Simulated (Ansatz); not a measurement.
Geometry relaxation, with input and output: Al₆P₆H (charge +1) (part 1 of 2)

- system: Al₆P₆H (defect cell, 13 atoms in the cell, total charge +1)
- method: DFT PBE, scalar-relativistic, plane waves, PAW, PAW set soft_1, no spin polarisation (Ansatz 0.2.0)

The structure derives from an entry of the Crystallography Open Database.

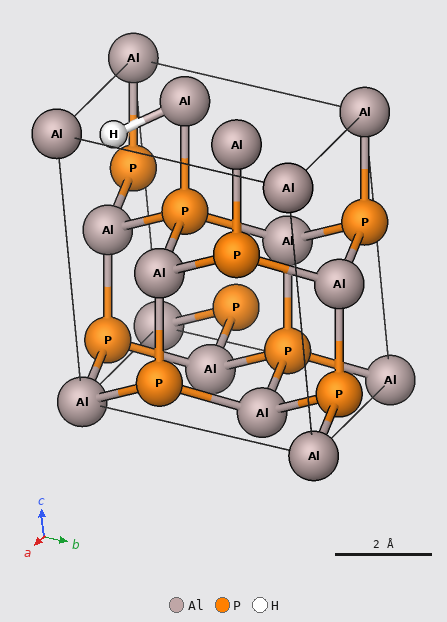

**Figure 1.** The input geometry (ball-and-stick view of the cell of the calculation, seen slightly off an axis).

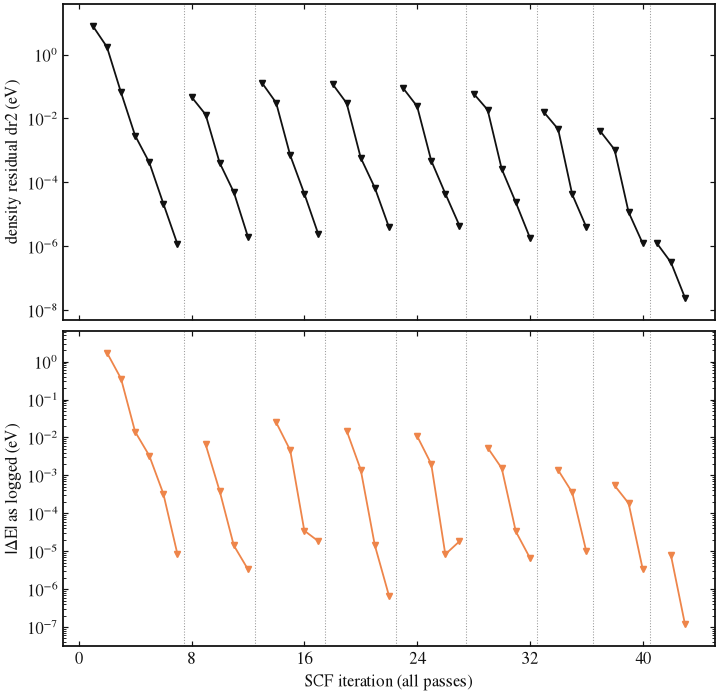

**Figure 2.** Convergence of the self-consistent field: density residual dr2 and size of the energy change against the SCF iteration. The dotted lines part the SCF passes of the relaxation: geometry steps, rejected trials and re-solves on a re-selected basis. The 9 passes take 3 to 7 iterations each, 43 in all.

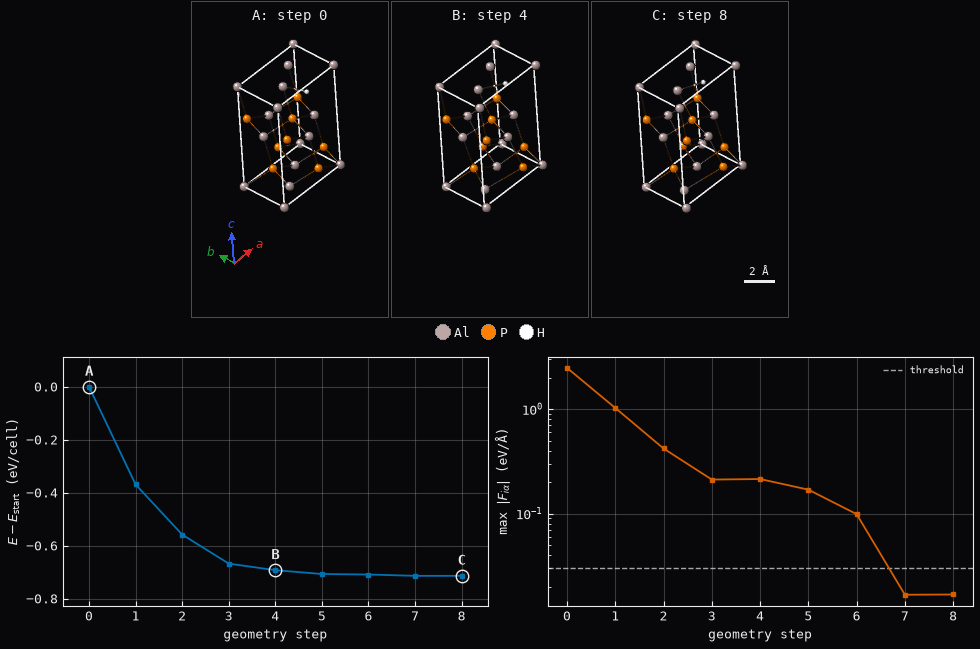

**Figure 3.** Frames of the relaxation (ball-and-stick view of the cell of the calculation, seen slightly off an axis) above the curves, on which the letters mark them (the first geometry is step 0 here and step 1 in the log).

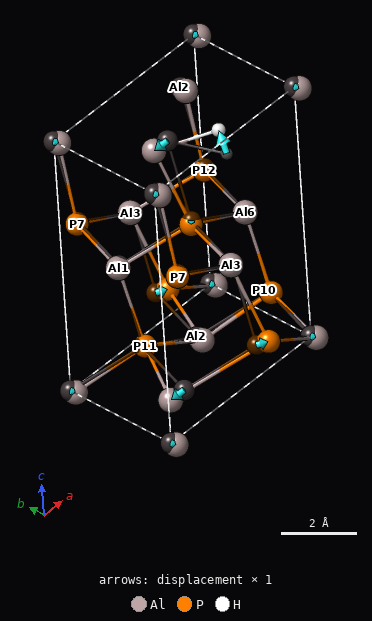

**Figure 4.** Start (faint) and end (solid) with the displacements as teal arrows, at true length (ball-and-stick view of the cell of the calculation, seen slightly off an axis). Over 8 geometry steps the energy falls by 0.714 eV per cell of the calculation. The largest force component goes from 2.5 to 0.017 eV/Å. The atom that moves furthest is H13 (0.67 Å). By element the largest moves are H 0.67 Å, Al 0.47 Å, P 0.35 Å. The lattice vectors keep their values. Among the contacts that change: Al5–P8 2.384 → 3.194 Å, Al5–H13 1.653 → 1.866 Å, P8–H13 1.653 → 1.445 Å, Al5–P10 2.384 → 2.312 Å. Bonds break: Al5–P8 (2.38 → 3.19 Å). Among the angles that change: Al5–H13–P8 92.3° → 149.2°, Al3–P8–H13 151.8° → 116.6°, P8–Al5–H13 43.8° → 13.4°. (Atoms are counted from 1 in the order of the input.)

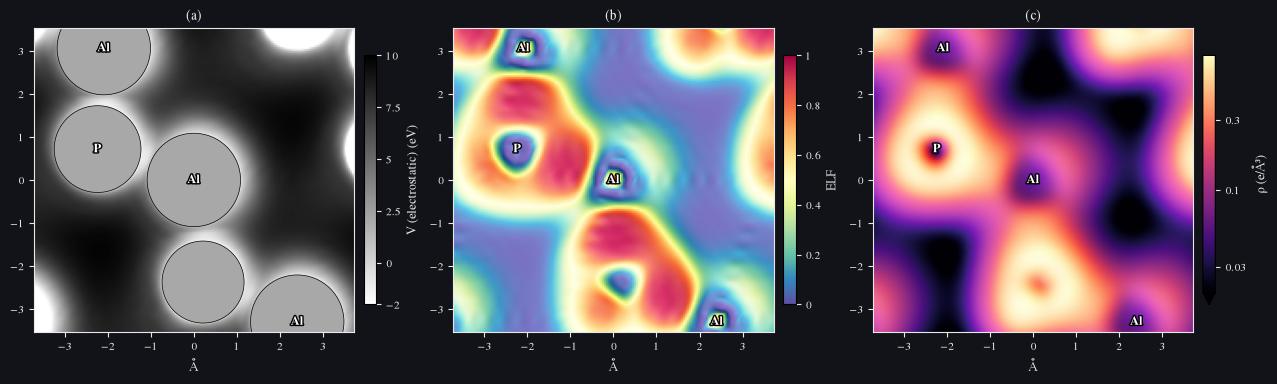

**Figure 5.** (a) electrostatic potential (local pseudopotential plus Hartree) felt by an electron; (b) ELF; (c) valence electron density on the (010) plane of the calculation cell. Grey discs, where drawn, cover atomic cores. Al–P (2.35 Å): the density is about 0.52 e/Å³ at the midpoint; the ELF peaks at about 0.95 between the atoms, which marks a covalent bond. Away from the nuclei the density in this plane falls to 0.02 e/Å³ at its lowest. Outside the cores the potential energy rises away from the atoms and is highest about 2.3 Å from the nearest atoms; outside the discs it spans about 12 eV, and its zero is arbitrary. In a PAW calculation such maps are meaningful between the atoms, not at the nuclei.

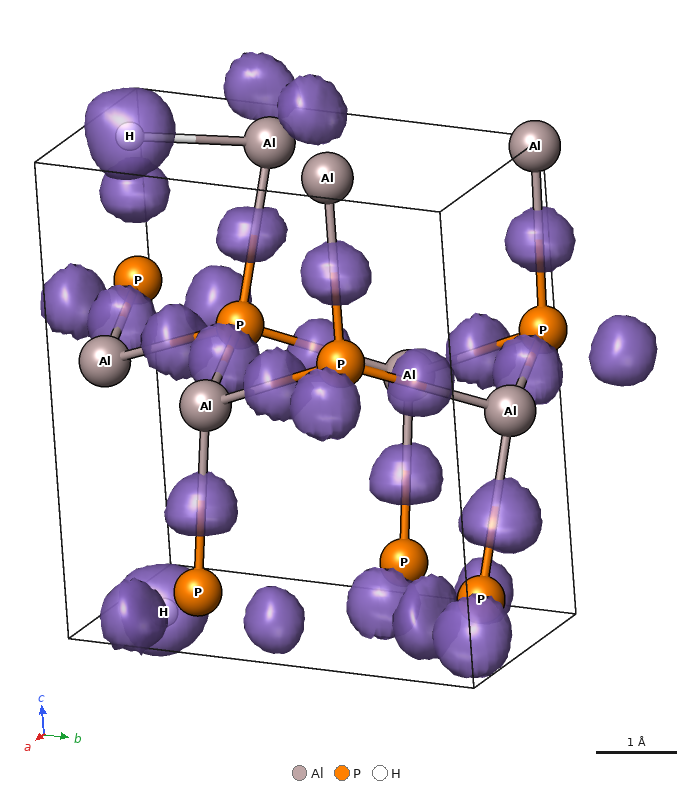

**Figure 6.** Isosurface of the electron localisation function at 0.9 (purple), seen slightly off an axis. Only the valence region is drawn (cores and ρ < 0.01 e/Å³ removed). Sticks mark near contacts. The outline is the calculation cell. Values along the shortest contacts: Al–H (1.87 Å): the ELF climbs to about 1 towards the hydrogen.

The input and output of the run follow.

Input file:
```yaml
crystal:
  lattice:
    - [-5.5065207324, -2.7532603662, 2.7532603662]
    - [-2.7532603662, 2.7532603662, 5.5065207324]
    - [-5.5065207324, 2.7532603662, -2.7532603662]
  atoms:
    - { symbol: Al, position: [0.1666666667, 0.6666666667, 0.5] }
    - { symbol: Al, position: [0.6666666667, 0.6666666667, 0.0] }
    - { symbol: Al, position: [0.5, 0.0, 0.5] }
    - { symbol: Al, position: [0.0, 0.0, 0.0] }
    - { symbol: Al, position: [0.3333333333, 0.3333333333, 0.0] }
    - { symbol: Al, position: [0.8333333333, 0.3333333333, 0.5] }
    - { symbol: P, position: [0.125, 1.0, 0.625] }
    - { symbol: P, position: [0.625, 1.0, 0.125] }
    - { symbol: P, position: [0.4583333333, 0.3333333333, 0.625] }
    - { symbol: P, position: [0.9583333333, 0.3333333333, 0.125] }
    - { symbol: P, position: [0.2916666667, 0.6666666667, 0.125] }
    - { symbol: P, position: [0.7916666667, 0.6666666667, 0.625] }
    - { symbol: H, position: [0.5717833215, 0.0925650929, -0.1041563543] }
total_charge: 1
basis:
  ecutwfc: 420
kpoints:
  mp_grid: { grid: [4, 4, 4] }
hamiltonian:
  xc: pbe
  pseudopotentials: { kind: paw, azcp: { folder: soft_1 } }
scf:
  occupations: { method: gaussian, width: 0.05 }
output:
  forces: true
  stress: true
  eigenvalues: true
  write_density: true
  write_potential: true
  elf: true
  volumetric_format: npy
relax:
  adjacent_minimum: "off"
  f_tol: 0.03
  max_steps: 40
```

Run as:
```bash
ansatz run input.yaml --threads 4 --pin off --max-ram 8192MiB --backend cpu --events-out ev --progress --plain --runs-dir out
```

Output:
```
Warning: output.stress: scf.convergence.dr2_threshold = 1e-7 eV (the SCF's general default) is looser than the 1.3e-9 eV advised for a printed stress (1e-10 eV for each atom of the cell: 13). What an SCF threshold leaves in a stress goes as its square root, and in the free energy as the threshold itself, and one threshold admits the most on a small cell: of the crystals measured, under no hybrid functional and no lock of the moments, on runs that ended without the residual-converged pass, on stresses that held no estimate of that error, the worst erred by over 100 MPa in a component at 1e-7 eV an atom and by under 5 at 1e-10. Every solve of this run answers to scf.convergence.dr2_threshold, and the tensor of one is reported: a single SCF on the reported geometry and on this run's grids (its basis.xc_grid and basis.ecutrho_ratio typed), with scf.convergence.dr2_threshold at 1.3e-9 eV or tighter, prints it and tightens no other solve. Else set scf.convergence.dr2_threshold to 1.3e-9 eV or tighter. The threshold is an SCF's pass mark: one that does not reach it within its budget of iterations ends unconverged, or closes short of it on a stop that the run arms, and scf.convergence.dr2_threshold's page says what that costs each kind of run
Engine: ansatz 0.2.0, aarch64-unknown-linux-gnu
Pseudopotentials: kind: paw
Pseudopotential: Al, paw, valence charge 3, recommended cutoff 420 eV (normal), [file]
Pseudopotential: P, paw, valence charge 5, recommended cutoff 420 eV (normal), [file]
Pseudopotential: H, paw, valence charge 1, recommended cutoff 420 eV (normal), [file]
Functional definition: PBE
  parameter kappa = 0.804
  parameter beta = 0.06672455060314922
  exchange = pbe_x(kappa = kappa, mu = beta*pi^2/3)
  correlation = pbe_c(beta = beta)
Crystal: 13 atoms, lattice volume = 250.451 Å³
Basis set: ecut = 420 eV, 4925 PW (Γ), exchange–correlation on 96×96×96 points (8 copies of the dense FFT grid, shifted against one another)
Bands: 37, of which v1, the nominal top of the filled ones, is band 24 counted from 1 (23 counted from 0)
Symmetry: 1 space group operations
Space group: P1 (ITA 1), of the structure as read, at distance tolerance 6.3e-5 Å
k-points: 36 of 64 (time reversal used)
Non-local potential: Al, projectors of the file, l = 0: 2, l = 1: 2, l = 2: 1
Non-local potential: P, projectors of the file, l = 0: 2, l = 1: 2, l = 2: 1
Non-local potential: H, projectors of the file, l = 0: 2, l = 1: 1
PAW form: soft (Blöchl's): semilocal exchange-correlation on the pseudo side does not see the compensation charge
PAW one-centre angular grid: Al, 110 points (default); XC on 64 Gauss nodes
PAW one-centre angular grid: P, 110 points (default); XC on 64 Gauss nodes
PAW one-centre angular grid: H, 110 points (default); XC on 64 Gauss nodes
Initial density: superposition of atomic densities (chi_scale 0.1, normalization cell, long waves kept (reshape's long-wave potential 0.01 eV rms))
Initial wavefunctions: pseudopotential atomic-orbital guess
Functional: x = pbe(κ = 0.804, μ = 0.2195149727645171), c = pbe(β = 0.06672455060314922)
SCF iter   1: F=—  HF=-7788.510284 eV  |F-HF|=—  |Δ(HF+E_count)|=         —  Δρ=4.69e-2  dr2=7.87e0  ethr=3.10e-3  ⟨swp⟩=8.7  Hψ=8201  notcnv=0  defer=65
preconditioner: auto → Resta (q_TF=auto, 2.072 Å⁻¹)  ε∞=4.4  [insulator: Δε(μ)=1.579 eV  Ē_g=8.788 eV  σ=0.050 eV  W_gap=1.00  n_scr=38 (ndim 8)  ℏωp=16.3 eV  f_vac=0.000  D(μ)=0.00/eV (n_scr^D=0)  ε∞_Penn≈4.4]
SCF iter   2: F=—  HF=-7786.777238 eV  |F-HF|=—  |Δ(HF+E_count)|=    1.73e0  Δρ=2.45e-2  dr2=1.74e0  ethr=3.10e-3  ⟨swp⟩=2.9  Hψ=2794  notcnv=0  defer=211
SCF iter   3: F=—  HF=-7786.419874 eV  |F-HF|=—  |Δ(HF+E_count)|=   3.57e-1  Δρ=4.69e-3  dr2=6.55e-2  ethr=3.10e-3  ⟨swp⟩=3.0  Hψ=2238  notcnv=0  defer=211
SCF iter   4: F=—  HF=-7786.434049 eV  |F-HF|=—  |Δ(HF+E_count)|=   1.42e-2  Δρ=9.43e-4  dr2=2.92e-3  ethr=1.36e-4  ⟨swp⟩=3.3  Hψ=2214  notcnv=0  defer=211
SCF iter   5: F=—  HF=-7786.437391 eV  |F-HF|=—  |Δ(HF+E_count)|=   3.34e-3  Δρ=3.15e-4  dr2=4.26e-4  ethr=6.08e-6  ⟨swp⟩=2.0  Hψ=2179  notcnv=0  defer=211
SCF iter   6: F=—  HF=-7786.437723 eV  |F-HF|=—  |Δ(HF+E_count)|=   3.31e-4  Δρ=7.35e-5  dr2=2.18e-5  ethr=8.88e-7  ⟨swp⟩=2.0  Hψ=1985  notcnv=0  defer=211
SCF iter   7: F=-7786.437731 eV  HF=-7786.437731 eV  |F-HF|=1.39e-7  |Δ(HF+E_count)|=   8.48e-6  Δρ=1.72e-5  dr2=1.18e-6  ethr=4.55e-8  ⟨swp⟩=25.4  Hψ=16674  notcnv=0
SCF 1 converged in 7 iterations: F = -7786.437731 eV  dr2 = 1.18e-6
  greatest PAW one-centre occupation: 0.777 electrons in one spin orbital (limit 2), on the P atom at site 7 (counted from 0), in its partial waves of l = 0
relax step   1: F+E_penalty+E_count = -7786.43773116 eV  Δ(F+E_penalty+E_count) = +0.000e0 eV  max|allowed force component| = 2.480e0 eV/Å  Δτ_max = 0.0000 Å  (7 SCF iters, dr2 threshold 2.25e-5 eV, accepted)
Initial density: handed on by an earlier stage of this run
Initial wavefunctions: those handed on with the density
iter 1 solved again at ethr=9.98e-5 eV; its pass at ethr=3.10e-3 eV (dr2=4.79e-2 eV) is discarded
SCF iter   1: F=—  HF=-7786.813661 eV  |F-HF|=—  |Δ(HF+E_count)|=         —  Δρ=4.43e-3  dr2=4.73e-2  ethr=9.98e-5  ⟨swp⟩=2.0  Hψ=5988  notcnv=0  defer=212
preconditioner: auto → Resta (q_TF=auto, 2.072 Å⁻¹)  ε∞=4.7  [insulator: Δε(μ)=1.307 eV  Ē_g=8.504 eV  σ=0.050 eV  W_gap=1.00  n_scr=38 (ndim 8)  ℏωp=16.3 eV  f_vac=0.000  D(μ)=0.00/eV (n_scr^D=0)  ε∞_Penn≈4.7]
SCF iter   2: F=—  HF=-7786.807082 eV  |F-HF|=—  |Δ(HF+E_count)|=   6.58e-3  Δρ=2.44e-3  dr2=1.33e-2  ethr=9.86e-5  ⟨swp⟩=1.4  Hψ=1344  notcnv=0  defer=212
SCF iter   3: F=—  HF=-7786.806699 eV  |F-HF|=—  |Δ(HF+E_count)|=   3.83e-4  Δρ=3.38e-4  dr2=4.07e-4  ethr=2.77e-5  ⟨swp⟩=2.5  Hψ=1972  notcnv=0  defer=212
SCF iter   4: F=—  HF=-7786.806713 eV  |F-HF|=—  |Δ(HF+E_count)|=   1.42e-5  Δρ=1.06e-4  dr2=4.94e-5  ethr=2.08e-7  ⟨swp⟩=22.6  Hψ=15369  notcnv=0
SCF iter   5: F=-7786.806711 eV  HF=-7786.806710 eV  |F-HF|=1.18e-6  |Δ(HF+E_count)|=   3.35e-6  Δρ=2.25e-5  dr2=2.00e-6  ethr=1.03e-7  ⟨swp⟩=15.2  Hψ=13275  notcnv=0
SCF 2 converged in 5 iterations: F = -7786.806711 eV  dr2 = 2.00e-6
  Residual-converged pass: ⟨swp⟩=1.0  Hψ=1477  notcnv=0  max |occ|·‖R‖ = 7.0e-9 eV (tolerance 1.0e-8 eV)  dr2=2.00e-6  dr2_onsite=1.54e-8  max |Δocc| = 1.3e-82
  greatest PAW one-centre occupation: 0.776 electrons in one spin orbital (limit 2), on the P atom at site 7 (counted from 0), in its partial waves of l = 0
relax step   2: F+E_penalty+E_count = -7786.80671129 eV  Δ(F+E_penalty+E_count) = -3.690e-1 eV  max|allowed force component| = 1.025e0 eV/Å  Δτ_max = 0.1132 Å  (5 SCF iters, dr2 threshold 1.00e-4 eV, accepted)
SCF iter   1: F=—  HF=-7787.025596 eV  |F-HF|=—  |Δ(HF+E_count)|=         —  Δρ=7.49e-3  dr2=1.30e-1  ethr=1.50e-3  ⟨swp⟩=4.0  Hψ=4036  notcnv=0  defer=214
preconditioner: auto → Resta (q_TF=auto, 2.072 Å⁻¹)  ε∞=4.6  [insulator: Δε(μ)=1.533 eV  Ē_g=8.541 eV  σ=0.050 eV  W_gap=1.00  n_scr=38 (ndim 8)  ℏωp=16.3 eV  f_vac=0.000  D(μ)=0.00/eV (n_scr^D=0)  ε∞_Penn≈4.6]
SCF iter   2: F=—  HF=-7787.000504 eV  |F-HF|=—  |Δ(HF+E_count)|=   2.51e-2  Δρ=4.00e-3  dr2=3.12e-2  ethr=2.70e-4  ⟨swp⟩=2.1  Hψ=2280  notcnv=0  defer=214
SCF iter   3: F=—  HF=-7786.995900 eV  |F-HF|=—  |Δ(HF+E_count)|=   4.60e-3  Δρ=4.77e-4  dr2=7.03e-4  ethr=6.50e-5  ⟨swp⟩=2.5  Hψ=2041  notcnv=0  defer=214
SCF iter   4: F=—  HF=-7786.995865 eV  |F-HF|=—  |Δ(HF+E_count)|=   3.49e-5  Δρ=1.38e-4  dr2=4.45e-5  ethr=1.37e-7  ⟨swp⟩=23.6  Hψ=15924  notcnv=0
SCF iter   5: F=-7786.995885 eV  HF=-7786.995884 eV  |F-HF|=1.11e-6  |Δ(HF+E_count)|=   1.83e-5  Δρ=2.67e-5  dr2=2.35e-6  ethr=9.26e-8  ⟨swp⟩=15.3  Hψ=11871  notcnv=0
SCF 3 converged in 5 iterations: F = -7786.995885 eV  dr2 = 2.35e-6
relax step   3: F+E_penalty+E_count = -7786.99588478 eV  Δ(F+E_penalty+E_count) = -1.892e-1 eV  max|allowed force component| = 4.197e-1 eV/Å  Δτ_max = 0.1806 Å  (5 SCF iters, dr2 threshold 6.57e-5 eV, accepted)
iter 1 solved again at ethr=2.45e-4 eV; its pass at ethr=3.10e-3 eV (dr2=1.18e-1 eV) is discarded
SCF iter   1: F=—  HF=-7787.122160 eV  |F-HF|=—  |Δ(HF+E_count)|=         —  Δρ=7.51e-3  dr2=1.20e-1  ethr=2.45e-4  ⟨swp⟩=1.5  Hψ=6172  notcnv=0  defer=220
preconditioner: auto → Resta (q_TF=auto, 2.072 Å⁻¹)  ε∞=4.6  [insulator: Δε(μ)=1.613 eV  Ē_g=8.550 eV  σ=0.050 eV  W_gap=1.00  n_scr=38 (ndim 8)  ℏωp=16.3 eV  f_vac=0.000  D(μ)=0.00/eV (n_scr^D=0)  ε∞_Penn≈4.6]
SCF iter   2: F=—  HF=-7787.106916 eV  |F-HF|=—  |Δ(HF+E_count)|=   1.52e-2  Δρ=4.00e-3  dr2=3.03e-2  ethr=2.45e-4  ⟨swp⟩=2.0  Hψ=1336  notcnv=0  defer=220
SCF iter   3: F=—  HF=-7787.105494 eV  |F-HF|=—  |Δ(HF+E_count)|=   1.42e-3  Δρ=4.61e-4  dr2=5.92e-4  ethr=6.31e-5  ⟨swp⟩=2.0  Hψ=1920  notcnv=0  defer=220
SCF iter   4: F=—  HF=-7787.105509 eV  |F-HF|=—  |Δ(HF+E_count)|=   1.44e-5  Δρ=1.22e-4  dr2=6.79e-5  ethr=1.23e-6  ⟨swp⟩=2.0  Hψ=2153  notcnv=0  defer=220
SCF iter   5: F=-7787.105512 eV  HF=-7787.105509 eV  |F-HF|=2.17e-6  |Δ(HF+E_count)|=   6.80e-7  Δρ=3.58e-5  dr2=4.00e-6  ethr=6.15e-8  ⟨swp⟩=23.8  Hψ=16174  notcnv=0
SCF 4 converged in 5 iterations: F = -7787.105512 eV  dr2 = 4.00e-6
  greatest PAW one-centre occupation: 0.780 electrons in one spin orbital (limit 2), on the P atom at site 7 (counted from 0), in its partial waves of l = 0
relax step   4: F+E_penalty+E_count = -7787.10551153 eV  Δ(F+E_penalty+E_count) = -1.096e-1 eV  max|allowed force component| = 2.116e-1 eV/Å  Δτ_max = 0.2000 Å  (5 SCF iters, dr2 threshold 2.95e-5 eV, accepted)
SCF iter   1: F=—  HF=-7787.143221 eV  |F-HF|=—  |Δ(HF+E_count)|=         —  Δρ=6.95e-3  dr2=9.00e-2  ethr=1.96e-3  ⟨swp⟩=4.0  Hψ=4020  notcnv=0  defer=221
preconditioner: auto → Resta (q_TF=auto, 2.072 Å⁻¹)  ε∞=4.6  [insulator: Δε(μ)=1.627 eV  Ē_g=8.560 eV  σ=0.050 eV  W_gap=1.00  n_scr=38 (ndim 8)  ℏωp=16.3 eV  f_vac=0.000  D(μ)=0.00/eV (n_scr^D=0)  ε∞_Penn≈4.6]
SCF iter   2: F=—  HF=-7787.132289 eV  |F-HF|=—  |Δ(HF+E_count)|=   1.09e-2  Δρ=3.77e-3  dr2=2.41e-2  ethr=1.88e-4  ⟨swp⟩=1.7  Hψ=1681  notcnv=0  defer=221
SCF iter   3: F=—  HF=-7787.130285 eV  |F-HF|=—  |Δ(HF+E_count)|=   2.00e-3  Δρ=3.63e-4  dr2=4.82e-4  ethr=5.01e-5  ⟨swp⟩=2.0  Hψ=1823  notcnv=0  defer=221
SCF iter   4: F=—  HF=-7787.130293 eV  |F-HF|=—  |Δ(HF+E_count)|=   8.28e-6  Δρ=1.10e-4  dr2=4.46e-5  ethr=1.00e-6  ⟨swp⟩=2.3  Hψ=1936  notcnv=0  defer=221
SCF iter   5: F=-7787.130313 eV  HF=-7787.130312 eV  |F-HF|=1.65e-6  |Δ(HF+E_count)|=   1.82e-5  Δρ=3.12e-5  dr2=4.47e-6  ethr=1.56e-8  ⟨swp⟩=24.7  Hψ=16356  notcnv=0
SCF 5 converged in 5 iterations: F = -7787.130313 eV  dr2 = 4.47e-6
  Residual-converged pass: ⟨swp⟩=1.1  Hψ=1479  notcnv=0  max |occ|·‖R‖ = 7.0e-9 eV (tolerance 1.0e-8 eV)  dr2=4.47e-6  dr2_onsite=6.88e-8  max |Δocc| = 4.9e-128
  greatest PAW one-centre occupation: 0.782 electrons in one spin orbital (limit 2), on the P atom at site 7 (counted from 0), in its partial waves of l = 0
relax step   5: F+E_penalty+E_count = -7787.13031335 eV  Δ(F+E_penalty+E_count) = -2.480e-2 eV  max|allowed force component| = 2.142e-1 eV/Å  Δτ_max = 0.2000 Å  (5 SCF iters, dr2 threshold 7.50e-6 eV, accepted)
```
